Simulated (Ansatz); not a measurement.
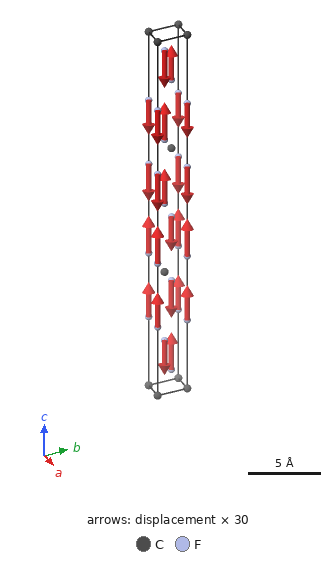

A relaxation of solid CF4 (built on the BaSr4-166 type type). The starting structure is drawn; red arrows show the displacements (the part carried along by the change of the cell is left out), magnified 30 times.

The picture is a ball-and-stick view of the conventional cell (3 times the calculation's cell), seen slightly off an axis. Lengths and directions refer to the drawn axes.

The calculation used DFT, r2SCAN+rVV10, plane waves, PAW (Ansatz). Settings: plane-wave cutoff 500 eV; k-point mesh 10 × 10 × 10; occupations fermi dirac; smearing width 0.03 eV; no spin polarisation; cell and atoms relaxed; force threshold 0.01 eV/Å; at most 120 steps.

Which element moves most?

Fluorine: up to 0.090 Å, against 0.000 Å for carbon.

What happened in the run?

The largest moves relative to the cell, 0.090 Å, are those of F atoms. C stays in place. The drawn cell changes as follows: a = b 2.805 → 2.792 Å (−0.4 %), c 25.459 → 23.406 Å (−8.1 %); the volume changes by −8.9 %. The space group stays R-3m (No. 166). After 7 accepted moves (9 points after the start) the energy has fallen by 45.3 meV per cell of the calculation. Largest force component: 0.15 eV/Å at the start, under 0.0001 eV/Å at the end. Pressure: −0.37 GPa at the start and 0.00 GPa at the end. The SCF was repeated twice at an unchanged geometry on a basis and grid sized afresh for the cell, which shifted the energy by 6.9 meV per cell of the calculation at most.
